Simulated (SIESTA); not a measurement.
**Energy of Sb along an even scaling of the cell**

System: Sb (Im-3m, 1 atom in the cell).
Method: Kohn-Sham DFT of a periodic cell, LDA, PseudoDojo 0.4 standard, converted to PSML, no spin polarisation (SIESTA 5.4.2).

The 7 runs differ only in the geometry, by an even scaling of the cell at fixed fractional positions. The structure derives from a Materials Project entry.

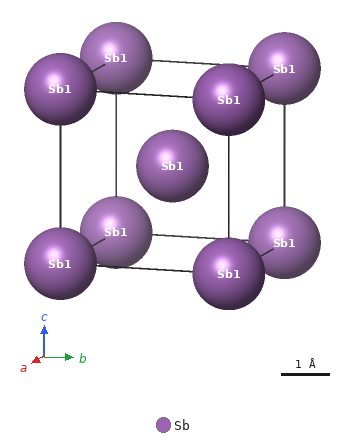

Figure 1. The structure of run 4 (spheres-only view of the cell 2 times as large as that of the calculation, set on its symmetry axes, seen slightly off an axis; atoms are numbered from 1 in the order of the input). An atom can appear more than once, as a periodic image.

### Input of run 4
```
SystemName                      Sb
SystemLabel                     Sb
NumberOfSpecies                 1
NumberOfAtoms                   1
%block ChemicalSpeciesLabel
  1  51 Sb
%endblock ChemicalSpeciesLabel

LatticeConstant                 1.0 Ang
%block LatticeVectors
    -1.8713408863     1.8713408863     1.8713408863
     1.8713408863    -1.8713408863     1.8713408863
     1.8713408863     1.8713408863    -1.8713408863
%endblock LatticeVectors
AtomicCoordinatesFormat         Fractional
%block AtomicCoordinatesAndAtomicSpecies
     0.0000000000     0.0000000000     0.0000000000  1  Sb
%endblock AtomicCoordinatesAndAtomicSpecies

%block kgrid.MonkhorstPack
   10   0   0  0.0
    0  10   0  0.0
    0   0  10  0.0
%endblock kgrid.MonkhorstPack
XC.Functional                   LDA
XC.Authors                      PW92
PAO.BasisSize                   DZP
PAO.EnergyShift                 0.003 Ry
Mesh.Cutoff                     500 Ry
OccupationFunction              FD
ElectronicTemperature           0.05 eV
MaxSCFIterations                120
SCF.MustConverge                false
SCF.Mixer.Method                Pulay
SCF.Mixer.Weight                0.25
SCF.Mixer.History               8
SCF.DM.Tolerance                5.0e-05
SCF.H.Tolerance                 1.0e-03 eV
WriteForces                     true
Charge.Mulliken                 end
BandLinesScale                  ReciprocalLatticeVectors
%block BandLines
    1    0.000000   0.000000   0.000000  \Gamma
   17    0.500000  -0.500000   0.500000  H
   12    0.000000   0.000000   0.500000  N
   12    0.000000   0.000000   0.000000  \Gamma
   15    0.250000   0.250000   0.250000  P
   15    0.500000  -0.500000   0.500000  H
    1    0.250000   0.250000   0.250000  P
    9    0.000000   0.000000   0.500000  N
%endblock BandLines
%block PAO.Basis
  Sb 4
  n=5 0 2
    5.972 0.000
  n=5 1 2
    7.827 0.000
  n=4 2 2
    3.490 0.000
  n=5 2 1
    7.827
%endblock PAO.Basis
```

Command:
```bash
siesta Sb.fdf > Sb.out 2>&1
```

Run 6 has the same physical settings and fractional positions; its lattice vectors (Å) are:
```
  -1.895967    1.895967    1.895967
   1.895967   -1.895967    1.895967
   1.895967    1.895967   -1.895967
```

### Results, with one run withheld

| run | volume per atom (Å³) | free energy per atom, from the lowest run given (meV) | pressure (GPa) |
| --- | --- | --- | --- |
| 1 | 24.640 | 28.46 | 5.62 |
| 2 | 25.165 | 13.27 | 3.73 |
| 3 | 25.689 | 3.90 | 2.00 |
| 4 | 26.213 | 0.00 | 0.43 |
| 5 | 26.737 | 0.88 | −0.97 |
| 6 | 27.262 | ? | ? |
| 7 | 27.786 | 15.34 | −3.37 |

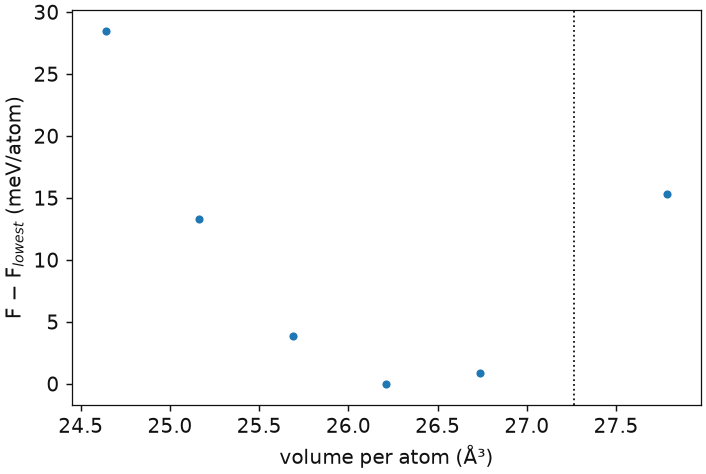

Figure 2. Free energy per atom of the runs given; the dotted line marks run 6.

Fit the runs given and predict run 6.

A cubic polynomial in V^(−2/3) (the Birch–Murnaghan form), fitted to the 6 runs given, misses them by at most 0.04 meV per atom. With x = V^(−2/3) − 0.11393 Å⁻², it reads F = 0.95951 + 2232.1 x + 1.0476e+06 x² + 2.3933e+05 x³ (meV per atom). At run 6 it gives 6.13 meV per atom, and the run itself gives 6.18. The slope of the fit gives a pressure −dF/dV of −2.23 GPa there, and the run prints −2.21 GPa. The fit has its minimum at 26.373 Å³ per atom, where V d²F/dV² gives 72 GPa: the bulk modulus at this level, since symmetry fixes the shape and the positions.

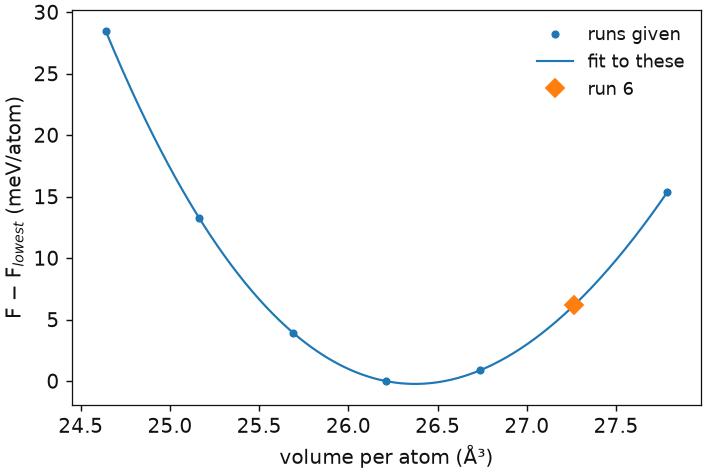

Figure 3. The fit and the withheld run.

### Some lines of the output (run 6)
```
[...]
outcell: Cell volume (Ang**3)        :     27.2616
stepf: Fermi-Dirac step function
siesta: Etot    =     -2468.548227
siesta: FreeEng =     -2468.556925
        iscf     Eharris(eV)        E_KS(eV)     FreeEng(eV)     dDmax    Ef(eV) dHmax(eV)
siesta: E_KS(eV) =            -2468.5722
siesta: E_KS - E_eggbox =     -2468.5722
siesta: Etot    =     -2468.572171
siesta: FreeEng =     -2468.580757
siesta:         Fermi =      -4.286248
siesta: Cell volume =         27.261644 Ang**3
    Orbital volume contribution        =           1.115642 eV
```

Notes: Points of doubt noted for this run: mulliken charges of long orbitals. With a small basis of atomic orbitals these values can differ much from converged plane-wave results.
